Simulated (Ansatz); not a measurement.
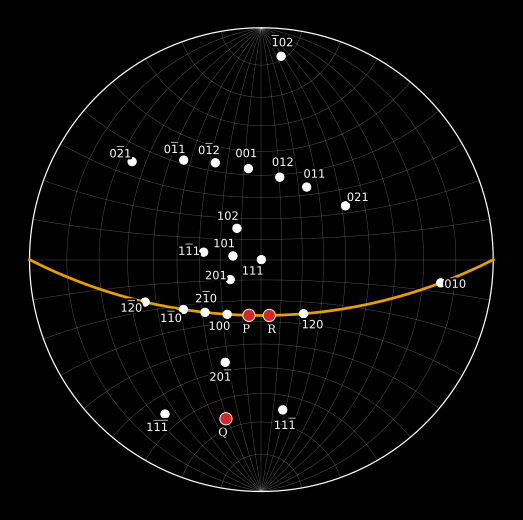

Crystal: Hg, coordinates from a relaxation with Ansatz 0.2.0, DFT, BLYP, plane waves (420 eV) with PAW, scalar-relativistic; the starting structure was generated, so it need not be a known form of this composition. Stereographic projection of plane normals (upper hemisphere) centred on (1 1 1). Symmetry computed with spglib at a tolerance of 0.002 Å; standard conventional cell.

a = 5.329 Å, b = 14.023 Å, c = 7.498 Å, α = 90.00°, β = 110.68°, γ = 90.00°.

### Index the poles marked P, Q, R.

P is (2 1 0), 27.6° from the centre; Q is (1 0 −1), 70.2° from the centre; R is (1 1 0), 27.3° from the centre.

### Which zone does the coloured great circle trace?

The zone [0 0 1]: its poles satisfy l = 0.

### What is the angle between the normals of (1 1 1) and (1 −2 0), and what are their d_hkl = 1/|g|?

56.2°; d = 3.413 Å and 4.063 Å.
